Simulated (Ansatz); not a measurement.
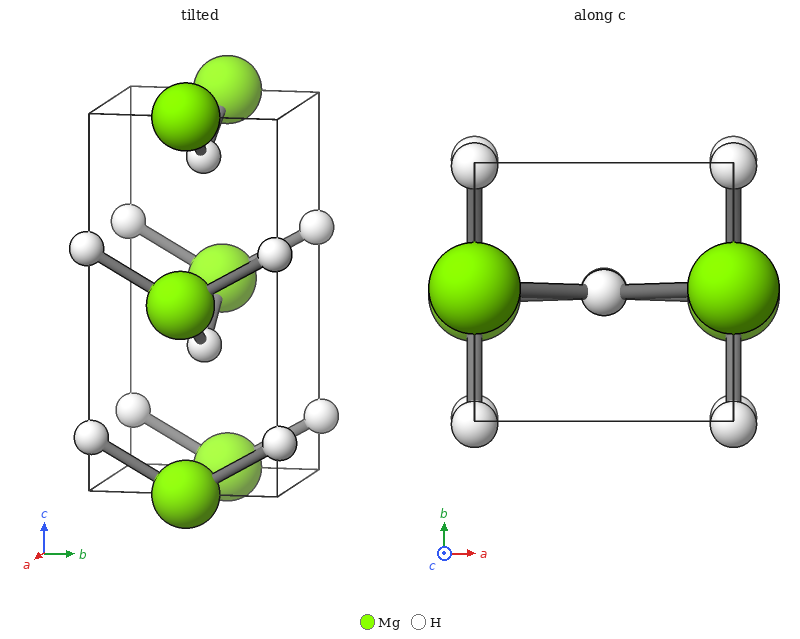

Crystal structure, ball-and-stick style, seen slightly off an axis and along the c axis. The lines enclose the conventional unit cell; boundary atoms appear with their images. Cell: a = 3.26 Å, b = 3.26 Å, c = 6.44 Å, α = 90.00°, β = 90.00°, γ = 90.00°.

The initial geometry was a random cell made by a generator, so it need not be a real form of the compound. Earlier steps of the study, as a rule a relaxation of our own, may have changed the cell and positions, so they can lie some per cent off the listed ones. Ansatz was used for an electronic-structure calculation on it.

State composition, symmetry and coordination.

Answer. Chemical formula MgH₂. It belongs to space group Pmc2_1 (No. 26) and has a primitive orthorhombic lattice. It has 6 atoms to the cell (2 Mg, 4 H). The neighbours of Mg are four H in a distorted tetrahedral arrangement at about 1.9 Å. H is coordinated by two Mg in a bent arrangement at about 1.9 Å. The bonds build MgH2 layers parallel to (001).

Electronic-structure method: Ansatz 0.2.0, DFT PBE, scalar-relativistic, plane waves, PAW. Parameters: E_cut = 420 eV, an 8×8×4 k-point grid, Gaussian smearing of 0.02 eV, no spin polarisation.

Is the electronic structure metallic or gapped?

Answer. A semiconductor at this level, with a gap of 1.91 eV, indirect.

What charge does Bader's analysis assign to each element?

Answer. Mg +1.61 e; H -0.80 e.

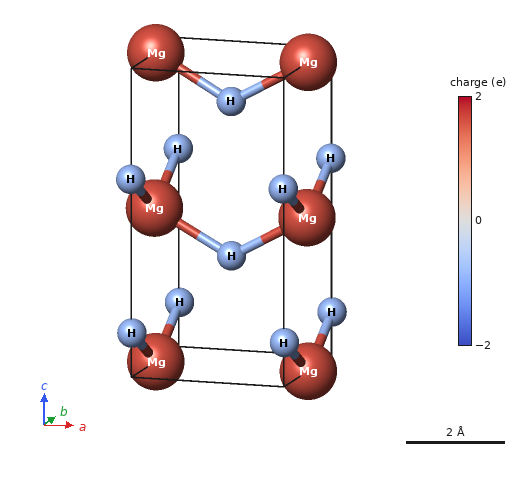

The atoms coloured by those charges. The run's cell of 6 atoms is drawn.

Is this an equilibrium geometry for the method given?

Answer. Yes. The largest force is 0.01 eV/Å. The pressure is 0.0 GPa, close to zero.
